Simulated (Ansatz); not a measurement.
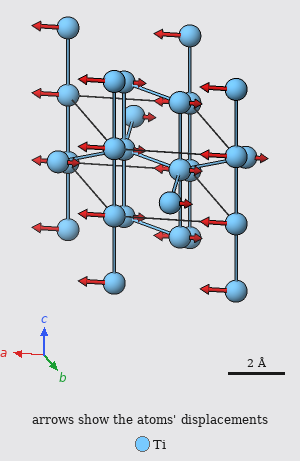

Normal modes of crystalline Ti relaxed at 11 GPa, at the zone centre. The optical levels lie at 130, 201 (×2), 214 (×2), 233 cm⁻¹. One mode is drawn. Displacements are drawn as red arrows; their common scale and sign are arbitrary. Style: ball-and-stick. Shown: the cell of the calculation, from a free direction.

All numbers below come from Ansatz, DFT PBE, scalar-relativistic, plane waves, PAW. Settings: plane-wave cutoff 420 eV; k-point mesh 12 × 12 × 14; occupations fermi dirac; smearing width 0.15 eV; target pressure 11 GPa; no spin polarisation.

The frequencies depend somewhat on the k-mesh and the smearing.

To which level does it belong?

The level at 201 cm⁻¹. This is the E₁u mode (doubly degenerate; one member of the set is drawn), optical level 2 of 4, counted from below, infrared-active by symmetry. The Ti (1a) sublattice moves against the Ti (2d) sublattice, along a. The crystal is a metal, so free carriers screen the infrared response.
